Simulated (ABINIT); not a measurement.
# Run report: NiSi$_{2}$, geometry relaxation (part 3 of 3)

NiSi$_{2}$ (Fm-3m, 3 atoms in the cell); Kohn-Sham DFT of a periodic cell, PBEsol, JTH PAW PBE v2.0, spin-polarised (ABINIT 10.8.3); cutoff 1115.67 eV, 7×7×7 k-mesh, fermi-dirac of 0.05 eV, collinear spins. The structure derives from an entry of the Crystallography Open Database.

Geometry of the input (Å; fractional positions):
```
0.0000  2.7030  2.7030
2.7030  0.0000  2.7030
2.7030  2.7030  0.0000
Ni 0.0000  0.0000  0.0000
Si 0.7500  0.7500  0.7500
Si 0.2500  0.2500  0.2500
```

**What the program printed, continued**
```
 Cartesian coordinates (xcart) [bohr]
 -6.88351604665627E-32 -3.44175802332814E-31  6.88351604665627E-32
  7.64255287139007E+00  7.64255287139007E+00  7.64255287139007E+00
  2.54751762379669E+00  2.54751762379669E+00  2.54751762379669E+00
 Reduced coordinates (xred)
 -2.02653633747902E-32  3.37756056246504E-32 -4.72858478745105E-32
  7.50000000000000E-01  7.50000000000000E-01  7.50000000000000E-01
  2.50000000000000E-01  2.50000000000000E-01  2.50000000000000E-01
 Cartesian forces (fcart) [Ha/bohr]; max,rms= 1.37626E-30 6.45524E-31 (free atoms)
  6.88130365595608E-31 -6.88130365595608E-31 -1.37626073119122E-31
 -1.37626073119122E-30  5.50504292476487E-31 -1.37626073119122E-31
  6.88130365595608E-31  1.37626073119121E-31  2.75252146238243E-31
 Gradient of E wrt nuclear positions in reduced coordinates (gred)
  4.20725816117873E-30 -2.80483877411915E-30 -2.16027102635785E-46
 -2.10362908058936E-30  7.71330662882767E-30  4.20725816117873E-30
 -2.10362908058937E-30 -4.90846785470852E-30 -4.20725816117873E-30
 Scale of Primitive Cell (acell) [bohr]
  7.20546794791552E+00  7.20546794791552E+00  7.20546794791552E+00
 Real space primitive translations (rprimd) [bohr]
  0.00000000000000E+00  5.09503524759338E+00  5.09503524759338E+00
  5.09503524759338E+00  0.00000000000000E+00  5.09503524759338E+00
  5.09503524759338E+00  5.09503524759338E+00  0.00000000000000E+00
 Unitary Cell Volume (ucvol) [Bohr^3]=  2.64527954746926E+02
 Angles (23,13,12)= [degrees]
  6.00000000000000E+01  6.00000000000000E+01  6.00000000000000E+01
 Lengths [Bohr]
  7.20546794791552E+00  7.20546794791552E+00  7.20546794791552E+00
 Stress tensor in cartesian coordinates (strten) [Ha/bohr^3]
 -3.40353447576477E-07  0.00000000000000E+00  0.00000000000000E+00
  0.00000000000000E+00 -3.40353447578212E-07  0.00000000000000E+00
  0.00000000000000E+00  0.00000000000000E+00 -3.40353447573008E-07
 Total energy (etotal) [Ha]= -1.78779835509773E+02

 Difference of energy with previous step (new-old):
           Absolute (Ha)=-1.05386E-05
           Relative     =-5.89474E-08

--- Iteration: ( 4/50) Internal Cycle: (1/1)
--------------------------------------------------------------------------------

---SELF-CONSISTENT-FIELD CONVERGENCE--------------------------------------------

--- !BeginCycle
iteration_state: {dtset: 1, itime: 4, icycle: 1, }
solver: {iscf: 17, nstep: 80, nline: 4, wfoptalg: 10, }
tolerances: {tolvrs: 1.00E-10, }
...

     iter   Etot(hartree)      deltaE(h)  residm     nres2   difmagsph maxmagsph
 ETOT  1  -178.77983628010    -1.788E+02 3.387E-08 1.943E-03 2.607E-08 2.607E-08
 ETOT  2  -178.77984393502    -7.655E-06 5.689E-07 2.406E-02 9.225E-09 1.684E-08
 ETOT  3  -178.77983525039     8.685E-06 1.321E-06 3.190E-05 1.527E-08 2.808E-08
 ETOT  4  -178.77983551943    -2.690E-07 6.771E-07 9.836E-06 3.270E-08 0.000E+00
 ETOT  5  -178.77983551415     5.284E-09 3.794E-09 1.719E-06 0.000E+00 0.000E+00
 ETOT  6  -178.77983551273     1.420E-09 5.361E-09 1.960E-07 0.000E+00 0.000E+00
 ETOT  7  -178.77983551258     1.514E-10 5.854E-10 1.189E-08 0.000E+00 0.000E+00
 ETOT  8  -178.77983551257     3.809E-12 5.357E-10 3.627E-10 0.000E+00 0.000E+00
 ETOT  9  -178.77983551258    -6.281E-12 7.365E-11 5.904E-11 0.000E+00 0.000E+00

 At SCF step    9       nres2   =  5.90E-11 < tolvrs=  1.00E-10 =>converged.

 Cartesian components of stress tensor (hartree/bohr^3)
  sigma(1 1)= -3.30178953E-09  sigma(3 2)=  0.00000000E+00
  sigma(2 2)= -3.30178952E-09  sigma(3 1)=  0.00000000E+00
  sigma(3 3)= -3.30178953E-09  sigma(2 1)=  0.00000000E+00

--- !ResultsGS
iteration_state: {dtset: 1, itime: 4, icycle: 1, }
comment   : Summary of ground state results
lattice_vectors:
- [  0.0000000,   5.0951377,   5.0951377, ]
- [  5.0951377,   0.0000000,   5.0951377, ]
- [  5.0951377,   5.0951377,   0.0000000, ]
lattice_lengths: [   7.20561,    7.20561,    7.20561, ]
lattice_angles: [ 60.000,  60.000,  60.000, ] # degrees, (23, 13, 12)
lattice_volume:   2.6454391E+02
convergence: {deltae: -6.281E-12, res2:  5.904E-11, residm:  7.365E-11, diffor: null, }
etotal    :  -1.78779836E+02
entropy   :   0.00000000E+00
fermie    :   3.85348536E-01
cartesian_stress_tensor: # hartree/bohr^3
- [ -3.30178953E-09,   0.00000000E+00,   0.00000000E+00, ]
- [  0.00000000E+00,  -3.30178952E-09,   0.00000000E+00, ]
- [  0.00000000E+00,   0.00000000E+00,  -3.30178953E-09, ]
pressure_GPa:   9.7142E-05
xred      :
- [ -1.6558E-31,   1.5254E-31,  -3.3685E-32, Ni]
- [  7.5000E-01,   7.5000E-01,   7.5000E-01, Si]
- [  2.5000E-01,   2.5000E-01,   2.5000E-01, Si]
cartesian_forces: # hartree/bohr
- [ -6.88116531E-32,  -3.44058266E-31,   6.19304878E-31, ]
- [ -2.75246612E-31,   6.88116531E-32,  -2.06434959E-31, ]
- [  3.44058266E-31,   2.75246612E-31,  -4.12869919E-31, ]
force_length_stats: {min:   3.50871962E-31, max:   7.11793274E-31, mean:   5.55495014E-31, }
...

 Integrated electronic and magnetization densities in atomic spheres:
 ------------------------------------------------------------------------------------------------------------
 Radius=ratsph(iatom), smearing ratsm=  0.0000. Diff(up-dn)=approximate z local magnetic moment.
    Atom    Radius    up_density   dn_density  Total(up+dn)  Diff(up-dn)
    1 Ni   1.81432     7.984190     7.984190     15.968379    -0.000000
    2 Si   1.90945     0.753082     0.753082      1.506164    -0.000000
    3 Si   1.90945     0.753082     0.753082      1.506164    -0.000000
 ------------------------------------------------------------------------------------------------------------
  Sum:                 9.490353     9.490353     18.980707    -0.000000
 Total magnetization (from the atomic spheres):               -0.000000
 Total magnetization (exact up - dn):                         -0.000000

---OUTPUT-----------------------------------------------------------------------

 Cartesian coordinates (xcart) [bohr]
  6.05564315972828E-31 -1.01530250248303E-30 -6.64811049932049E-32
  7.64270652446957E+00  7.64270652446957E+00  7.64270652446957E+00
  2.54756884148985E+00  2.54756884148985E+00  2.54756884148986E+00
 Reduced coordinates (xred)
 -1.65584134172237E-31  1.52536183531907E-31 -3.36847699585871E-32
  7.50000000000000E-01  7.50000000000000E-01  7.50000000000000E-01
  2.50000000000000E-01  2.50000000000000E-01  2.50000000000000E-01
 Cartesian forces (fcart) [Ha/bohr]; max,rms= 6.19305E-31 3.32392E-31 (free atoms)
 -6.88116531052907E-32 -3.44058265526453E-31  6.19304877947616E-31
 -2.75246612421163E-31  6.88116531052906E-32 -2.06434959315872E-31
  3.44058265526453E-31  2.75246612421163E-31 -4.12869918631744E-31
 Gradient of E wrt nuclear positions in reduced coordinates (gred)
 -1.40241938705958E-30 -2.80483877411915E-30  2.10362908058937E-30
  7.01209693529788E-31  2.45423392735426E-30  1.05181454029468E-30
  7.01209693529788E-31  3.50604846764894E-31 -3.15544362088405E-30
 Scale of Primitive Cell (acell) [bohr]
  7.20561281342813E+00  7.20561281342813E+00  7.20561281342813E+00
 Real space primitive translations (rprimd) [bohr]
  0.00000000000000E+00  5.09513768297971E+00  5.09513768297971E+00
  5.09513768297971E+00  0.00000000000000E+00  5.09513768297971E+00
  5.09513768297971E+00  5.09513768297971E+00  0.00000000000000E+00
 Unitary Cell Volume (ucvol) [Bohr^3]=  2.64543910024983E+02
 Angles (23,13,12)= [degrees]
  6.00000000000000E+01  6.00000000000000E+01  6.00000000000000E+01
 Lengths [Bohr]
  7.20561281342813E+00  7.20561281342813E+00  7.20561281342813E+00
 Stress tensor in cartesian coordinates (strten) [Ha/bohr^3]
 -3.30178952755167E-09  0.00000000000000E+00  0.00000000000000E+00
  0.00000000000000E+00 -3.30178952408222E-09  0.00000000000000E+00
  0.00000000000000E+00  0.00000000000000E+00 -3.30178953102112E-09
 Total energy (etotal) [Ha]= -1.78779835512578E+02

 Difference of energy with previous step (new-old):
           Absolute (Ha)=-2.80491E-09
           Relative     =-1.56892E-11

 At Broyd/MD step   4, gradients are converged :
  max grad (force/stress) = 3.3018E-07 < tolmxf= 2.0000E-05 ha/bohr (free atoms)

================================================================================

 ----iterations are completed or convergence reached----

 Mean square residual over all n,k,spin=   44.923E-14; max=  73.645E-12
 reduced coordinates (array xred) for    3 atoms
      -0.000000000000      0.000000000000     -0.000000000000
       0.750000000000      0.750000000000      0.750000000000
       0.250000000000      0.250000000000      0.250000000000
 rms dE/dt=  2.8912E-30; max dE/dt=  5.2591E-30; dE/dt below (all hartree)
    1       0.000000000000      0.000000000000      0.000000000000
    2       0.000000000000      0.000000000000     -0.000000000000
    3       0.000000000000      0.000000000000     -0.000000000000

 cartesian coordinates (angstrom) at end:
    1      0.00000000000000    -0.00000000000000    -0.00000000000000
    2      4.04434611962523     4.04434611962523     4.04434611962523
    3      1.34811537320841     1.34811537320841     1.34811537320841

 cartesian forces (hartree/bohr) at end:
    1     -0.00000000000000    -0.00000000000000     0.00000000000000
    2     -0.00000000000000     0.00000000000000    -0.00000000000000
    3      0.00000000000000     0.00000000000000    -0.00000000000000
 frms,max,avg= 3.3239186E-31 6.1930488E-31   0.000E+00  0.000E+00  0.000E+00 h/b

 cartesian forces (eV/Angstrom) at end:
    1     -0.00000000000000    -0.00000000000000     0.00000000000000
    2     -0.00000000000000     0.00000000000000    -0.00000000000000
    3      0.00000000000000     0.00000000000000    -0.00000000000000
 frms,max,avg= 1.7092277E-29 3.1845937E-29   0.000E+00  0.000E+00  0.000E+00 e/A
 length scales=  7.205612813428  7.205612813428  7.205612813428 bohr
              =  3.813046088870  3.813046088870  3.813046088870 angstroms
 Fermi (or HOMO) energy (hartree) =   0.38535   Average Vxc (hartree)=  -0.43421
 Magnetization (Bohr magneton)=  4.72965667E-10
 Total spin up =  1.30000000E+01   Total spin down =  1.30000000E+01
 Eigenvalues (hartree) for nkpt=  20  k points, SPIN UP:
 kpt#   1, nband= 18, wtk=  0.00292, kpt=  0.0000  0.0000  0.0000 (reduced coord)
  -3.44905   -1.99900   -1.99900   -1.99900   -0.12645    0.19252    0.19252    0.19252
   0.25588    0.25588    0.37762    0.45024    0.45024    0.45024    0.47012    0.47012
   0.47012    0.55950
      occupation numbers for kpt#   1
   1.00000    1.00000    1.00000    1.00000    1.00000    1.00000    1.00000    1.00000
   1.00000    1.00000    0.98535    0.00000    0.00000    0.00000    0.00000    0.00000
   0.00000    0.00000
 prteigrs : prtvol=0 or 1, do not print more k-points.

 Eigenvalues (hartree) for nkpt=  20  k points, SPIN DOWN:
 kpt#   1, nband= 18, wtk=  0.00292, kpt=  0.0000  0.0000  0.0000 (reduced coord)
  -3.44905   -1.99900   -1.99900   -1.99900   -0.12645    0.19252    0.19252    0.19252
   0.25588    0.25588    0.37762    0.45024    0.45024    0.45024    0.47012    0.47012
   0.47012    0.55950
      occupation numbers for kpt#   1
   1.00000    1.00000    1.00000    1.00000    1.00000    1.00000    1.00000    1.00000
   1.00000    1.00000    0.98535    0.00000    0.00000    0.00000    0.00000    0.00000
   0.00000    0.00000
 prteigrs : prtvol=0 or 1, do not print more k-points.

--- !EnergyTerms
iteration_state     : {dtset: 1, itime: 4, icycle: 1, }
comment             : Components of total free energy in Hartree
kinetic             :  3.21658898475367E+01
hartree             :  6.46422058032889E+01
xc                  : -1.14922872231659E+01
Ewald energy        : -9.31299617480457E+01
psp_core            :  3.09164939179511E+00
local_psp           : -1.71785909184280E+02
PAW spherical_terms : -2.27116830320943E+00
internal            : -1.78779581416080E+02
'-kT*entropy'       : -2.54396757369594E-04
total_energy        : -1.78779835812837E+02
total_energy_eV     : -4.86484716529618E+03
...

--- !EnergyTermsDC
iteration_state     : {dtset: 1, itime: 4, icycle: 1, }
comment             : '"Double-counting" decomposition of free energy'
band_energy         : -1.52805409913414E+01
Ewald energy        : -9.31299617480457E+01
psp_core            :  3.09164939179511E+00
xc_dc               : -6.38660049979534E+01
PAW spherical_terms : -9.59472277027503E+00
internal            : -1.78779581115820E+02
'-kT*entropy'       : -2.54396757369594E-04
total_energy_dc     : -1.78779835512578E+02
total_energy_dc_eV  : -4.86484715712570E+03
...

--- !EnergyTermsWithPAWCore
iteration_state     : {dtset: 1, itime: 4, icycle: 1, }
comment             : 'Components of total free energy, including PAW core contributions'
Total energy        : -2.09858886995657E+03
Total energy DC     : -2.09858886965631E+03
Total energy (eV)   : -5.71055123119051E+04
Total energy DC (eV): -5.71055123037346E+04
...

 Cartesian components of stress tensor (hartree/bohr^3)
  sigma(1 1)= -3.30178953E-09  sigma(3 2)=  0.00000000E+00
  sigma(2 2)= -3.30178952E-09  sigma(3 1)=  0.00000000E+00
  sigma(3 3)= -3.30178953E-09  sigma(2 1)=  0.00000000E+00

-Cartesian components of stress tensor (GPa)         [Pressure=  9.7142E-05 GPa]
- sigma(1 1)= -9.71420017E-05  sigma(3 2)=  0.00000000E+00
- sigma(2 2)= -9.71420016E-05  sigma(3 1)=  0.00000000E+00
- sigma(3 3)= -9.71420018E-05  sigma(2 1)=  0.00000000E+00

== END DATASET(S) ==============================================================
================================================================================

 -outvars: echo values of variables after computation  --------
            acell      7.2056128134E+00  7.2056128134E+00  7.2056128134E+00 Bohr
           etotal     -1.7877983551E+02
            fcart     -6.8811653105E-32 -3.4405826553E-31  6.1930487795E-31
                      -2.7524661242E-31  6.8811653105E-32 -2.0643495932E-31
                       3.4405826553E-31  2.7524661242E-31 -4.1286991863E-31
            rprim      0.0000000000E+00  7.0710678119E-01  7.0710678119E-01
                       7.0710678119E-01  0.0000000000E+00  7.0710678119E-01
                       7.0710678119E-01  7.0710678119E-01  0.0000000000E+00
           strten     -3.3017895276E-09 -3.3017895241E-09 -3.3017895310E-09
                       0.0000000000E+00  0.0000000000E+00  0.0000000000E+00
           xangst      3.2045083553E-31 -5.3727494612E-31 -3.5180285694E-32
                       4.0443461196E+00  4.0443461196E+00  4.0443461196E+00
                       1.3481153732E+00  1.3481153732E+00  1.3481153732E+00
             xred     -1.6558413417E-31  1.5253618353E-31 -3.3684769959E-32
                       7.5000000000E-01  7.5000000000E-01  7.5000000000E-01
                       2.5000000000E-01  2.5000000000E-01  2.5000000000E-01
 Calculation completed.
```

**Trajectory as extended XYZ (Å, eV, eV/Å), 4 frames, from step=0 to step=3**
```
3
Lattice="0.0000 2.7030 2.7030 2.7030 0.0000 2.7030 2.7030 2.7030 0.0000" Properties=species:S:1:pos:R:3:forces:R:3 step=0 energy=-4864.84601
Ni    0.0000    0.0000    0.0000    0.0000   0.0000   0.0000
Si    4.0545    4.0545    4.0545    0.0000   0.0000   0.0000
Si    1.3515    1.3515    1.3515    0.0000   0.0000   0.0000
3
Lattice="0.0000 2.6996 2.6996 2.6996 0.0000 2.6996 2.6996 2.6996 0.0000" Properties=species:S:1:pos:R:3:forces:R:3 step=1 energy=-4864.84687
Ni    0.0000    0.0000    0.0000    0.0000   0.0000   0.0000
Si    4.0494    4.0494    4.0494    0.0000   0.0000   0.0000
Si    1.3498    1.3498    1.3498    0.0000   0.0000   0.0000
3
Lattice="0.0000 2.6962 2.6962 2.6962 0.0000 2.6962 2.6962 2.6962 0.0000" Properties=species:S:1:pos:R:3:forces:R:3 step=2 energy=-4864.84716
Ni    0.0000    0.0000    0.0000    0.0000   0.0000   0.0000
Si    4.0443    4.0443    4.0443    0.0000   0.0000   0.0000
Si    1.3481    1.3481    1.3481    0.0000   0.0000   0.0000
3
Lattice="0.0000 2.6962 2.6962 2.6962 0.0000 2.6962 2.6962 2.6962 0.0000" Properties=species:S:1:pos:R:3:forces:R:3 step=3 energy=-4864.84716
Ni    0.0000    0.0000    0.0000    0.0000   0.0000   0.0000
Si    4.0443    4.0443    4.0443    0.0000   0.0000   0.0000
Si    1.3481    1.3481    1.3481    0.0000   0.0000   0.0000
```

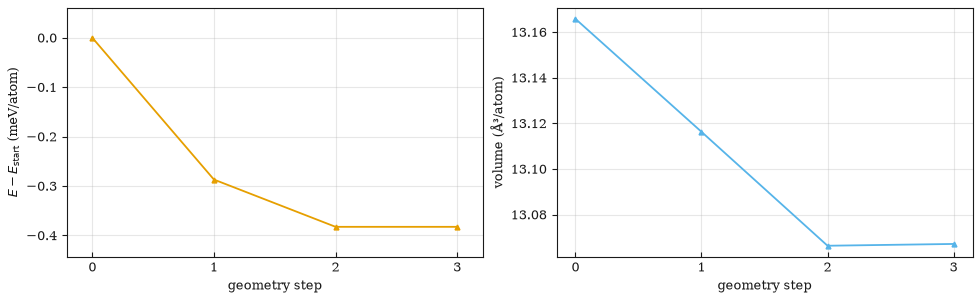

Figure 1. Progress of the relaxation, step by step (steps are counted from 0). The atoms keep their places relative to the cell (all moves are under 0.005 Å). Cell: a = b = c 5.406 → 5.392 Å (−0.3 %). Volume −0.7 %. Distances before and after: Ni1–Si2 2.341 → 2.335 Å. The space group stays Fm-3m (No. 225). The energy falls by 0.4 meV per atom in 3 geometry steps. All forces vanish by symmetry, so only the cell relaxes. (Atoms are counted from 1 in the order of the input.)

**Summary**

```tsv
quantity	value
outcome	converged
space group (tolerance 0.01 Å)	Fm-3m (225)
electrons treated	26
free energy	−4864.8472 eV
Fermi energy	10.486 eV
gap on the k-point mesh	none (metallic)
net moment of the cell	0.00 μB
pressure	0.00 GPa
final volume	39.20 Å³
largest force (length of the vector) at the end	under 0.001 eV/Å
final cell	a = 3.813 Å, b = 3.813 Å, c = 3.813 Å, α = 60.00°, β = 60.00°, γ = 60.00°
wall time	12 min
peak memory	0.29 GiB
```
